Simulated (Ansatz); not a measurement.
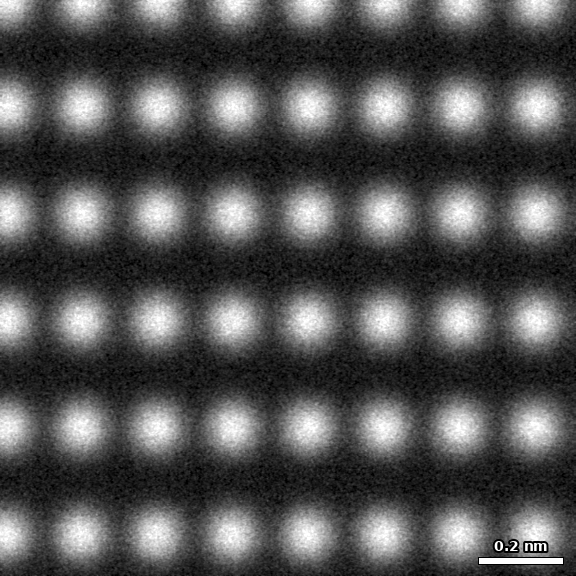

Dark-field STEM-like image of Mo (Pm-3m, No. 221). The image is simulated as a sum over atoms of Z^1.7, blurred by a 0.90 Å probe (no channelling). The probe carries 15 % of its weight in a tail 2.5 times as wide. The display is stretched by a gamma of 0.65; percentages refer to the linear signal. Shot noise and a slight drift were added. Model: the end point of a relaxation with DFT PBE, scalar-relativistic, plane waves, PAW in Ansatz 0.2.0; the starting structure was generated, so it need not be a known form of this composition.

```
CELL_PARAMETERS angstrom
2.59942 0.00000 0.00000
0.00000 2.59942 0.00000
0.00000 0.00000 2.59942
ATOMIC_POSITIONS crystal
Mo 0.00000 0.00000 0.00000
```

Q: Which beam direction gives this image, [210], [110], [001] or [111]? (Directions equivalent by symmetry count as one.)

A: [110]. The projected cells are 1.16 × 2.60 Å, 90° for [210]; 1.84 × 2.60 Å, 90° for [110]; 2.60 × 2.60 Å, 90° for [001]; 2.12 × 2.12 Å, 120° for [111], and the image repeats as the [110] one does.
